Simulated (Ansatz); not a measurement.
Ti$_{8}$HO$_{16}$ (cell charge +1, with a compensating background) (cell with a defect)

Input file:

```
crystal:
  lattice:
    - [-4.5912433367, 4.5912433367, 0.0]
    - [4.5912433367, 4.5912433367, 0.0]
    - [0.0, -4.5912433367, -5.8780269696]
  atoms:
    - { symbol: Ti, position: [0.25, 0.75, 0.5] }
    - { symbol: Ti, position: [1.0, 0.5, 1.0] }
    - { symbol: Ti, position: [0.75, 0.25, 0.5] }
    - { symbol: Ti, position: [0.5, 0.0, 1.0] }
    - { symbol: Ti, position: [0.125, 0.125, 0.25] }
    - { symbol: Ti, position: [0.875, 0.875, 0.75] }
    - { symbol: Ti, position: [0.625, 0.625, 0.25] }
    - { symbol: Ti, position: [0.375, 0.375, 0.75] }
    - { symbol: O, position: [0.125, 0.8205605272, 0.25] }
    - { symbol: O, position: [0.875, 0.5705605272, 0.75] }
    - { symbol: O, position: [0.625, 0.3205605272, 0.25] }
    - { symbol: O, position: [0.375, 0.0705605272, 0.75] }
    - { symbol: O, position: [0.6955605272, 0.5, 0.0] }
    - { symbol: O, position: [0.4455605272, 0.25, 0.5] }
    - { symbol: O, position: [0.1955605272, 0.0, 0.0] }
    - { symbol: O, position: [0.9455605272, 0.75, 0.5] }
    - { symbol: O, position: [0.3044394728, 0.5, 0.0] }
    - { symbol: O, position: [0.0544394728, 0.25, 0.5] }
    - { symbol: O, position: [0.8044394728, 0.0, 0.0] }
    - { symbol: O, position: [0.5544394728, 0.75, 0.5] }
    - { symbol: O, position: [0.125, 0.4294394728, 0.25] }
    - { symbol: O, position: [0.875, 0.1794394728, 0.75] }
    - { symbol: O, position: [0.625, 0.9294394728, 0.25] }
    - { symbol: O, position: [0.375, 0.6794394728, 0.75] }
    - { symbol: H, position: [0.1684890413, 0.1979455624, 0.8745533173] }
total_charge: 1
basis:
  ecutwfc: 420
  xc_grid: 2
kpoints:
  mp_grid: { grid: [3, 3, 3], shift: [0.0, 0.0, 0.0] }
hamiltonian:
  xc: pbesol
scf:
  occupations: { method: gaussian, width: 0.02 }
output:
  forces: true
  stress: false
  eigenvalues: true
  write_density: true
  write_potential: true
  elf: true
  volumetric_format: npy
relax:
  adjacent_minimum: "off"
  f_tol: 0.02
  max_steps: 60
```

Launched as:

```sh
ansatz run input.yaml --threads 4 --pin off --max-ram 10240MiB --backend cpu --events-out ev --progress --plain --runs-dir out
```

The fields are those of the relaxed geometry.

Computed without spin polarisation.

Theory: Ansatz 0.2.0, DFT PBEsol, scalar-relativistic, plane waves, PAW.

### Predict the valence pseudo-density and electron localisation function between the atoms.

O–H (1.00 Å): ρ is about 3.6 e/Å³ halfway; the ELF climbs to about 1 towards the hydrogen, as it does in any bond to H: a covalent bond by its length.
Ti–O (1.89 Å): the density is about 0.83 e/Å³ at the midpoint; the ELF peaks at about 0.85 in the valence shell of O, 0.6 Å from its nucleus, and is about 0.25 at the midpoint; no shared electron pair shows on this line.
Ti–O (1.96 Å): ρ at the midpoint is about 0.68 e/Å³; the ELF peaks at about 0.85 in the valence shell of O, 0.6 Å from its nucleus, and is about 0.20 at the midpoint: no localised pair shows between them.
Ti–O (1.96 Å): ρ at the midpoint is about 0.68 e/Å³; the ELF peaks at about 0.85 in the valence shell of O, 0.6 Å from its nucleus, and is about 0.20 at the midpoint (no shared electron pair shows on this line).

### Does the calculation give a band gap?

It is gapped, with a Kohn–Sham gap of 2.1 eV on the k-point mesh (the band edges may lie off the mesh, which would make the gap smaller).

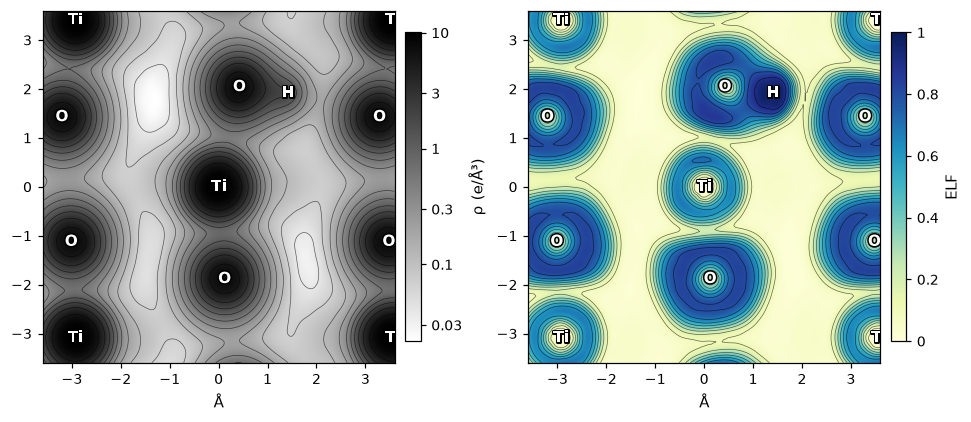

Computed valence pseudo-density and electron localisation function on the (001) plane of the calculation cell, in this order. 

The density is the valence pseudo-density of a PAW calculation; it isn't the true density close to the nuclei.
